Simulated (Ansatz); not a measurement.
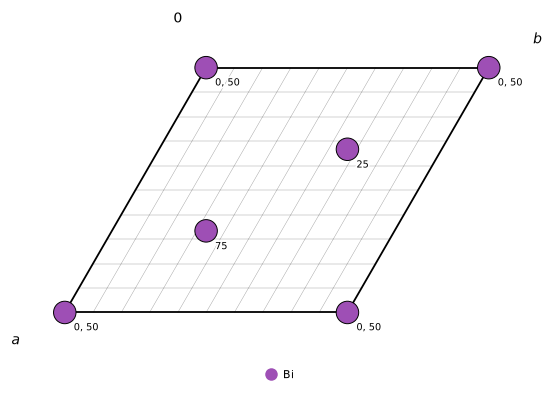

Plan of a unit cell projected along c (a down the page, b across); the numbers are heights in hundredths of c, and atoms on the cell's edges are repeated. The grid marks tenths of a and b. Source: the geometry relaxed with Ansatz 0.2.0, DFT, RPBE, plane waves (420 eV) with PAW, scalar-relativistic; the starting structure was generated, so it need not be a known form of this composition. All values are computed from the atomic coordinates in the standard setting (tolerance 0.002 Å).

a = 3.556 Å, b = 3.556 Å, c = 11.911 Å, α = 90.00°, β = 90.00°, γ = 120.00°.

### What does the cell contain?

4 Bi: Bi, Z = 4.

### Which space group?

P6_3/mmc, No. 194, primitive hexagonal.

### Give the independent sites, coordinates to two places.

| atom | site | symmetry | x | y | z |
| --- | --- | --- | --- | --- | --- |
| Bi | 2a | -3m. | 0.00 | 0.00 | 0.00 |
| Bi | 2c | -6m2 | 0.33 | 0.67 | 0.25 |
